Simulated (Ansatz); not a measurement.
```
Ti O
1.0
     4.98909    0.00000    0.00000
    -2.49454    4.32068    0.00000
     0.00000    0.00000    2.87331
Ti O
3 3
Direct
  0.00000 0.00000 0.00000
  0.33333 0.66667 0.50000
  0.66667 0.33333 0.50000
  0.00000 0.39444 0.00000
  0.39444 0.00000 0.00000
  0.60556 0.60556 0.00000
```

Space group P-62m; a structure from a database of computed crystals, not necessarily the ambient phase; computed pressure about −6 GPa in this cell.

Theory: Ansatz 0.2.0, Kohn-Sham DFT of a periodic cell, PBEsol, Ansatz PAW.

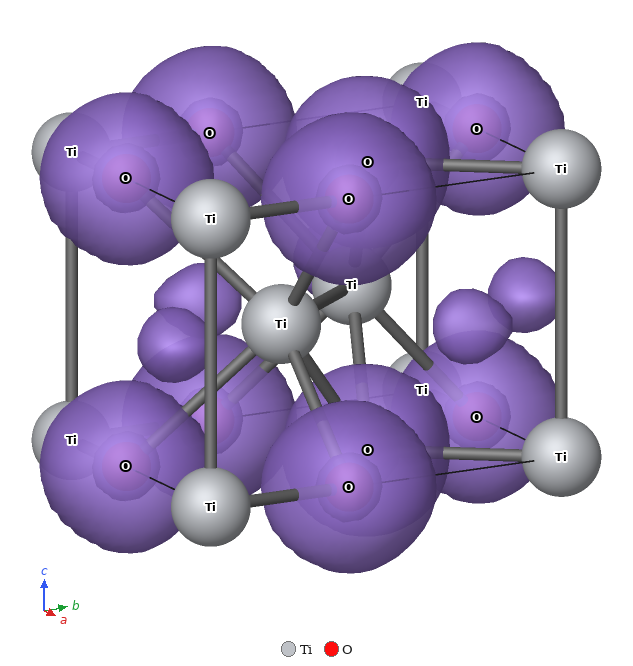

TiO. Isosurface of the ELF at 0.65 (purple), seen slightly off an axis. Core shells and regions of very low density are left out. Sticks mark near contacts.

### Identify the bonds, lone pairs and shells in this picture.

The surface consists of three regions wrapped around O (the valence shell of each) and three pockets between the atoms, centred on no nucleus (multi-centre or interstitial), counted in one cell of 6 atoms. Regions shared between cells count once.

Values along the shortest contacts:
Ti–O (1.97 Å): the ELF peaks at about 0.85 in the valence shell of O, 0.6 Å from its nucleus, and is about 0.20 at the midpoint: no localised pair shows between them. Ti–Ti (2.87 Å): the ELF is about 0.35 at the midpoint.

### Does the calculation give a band gap?

It is gapless in this calculation (a metal or semimetal); semilocal functionals without U, or without the true magnetic order, often close the gap of such compounds.
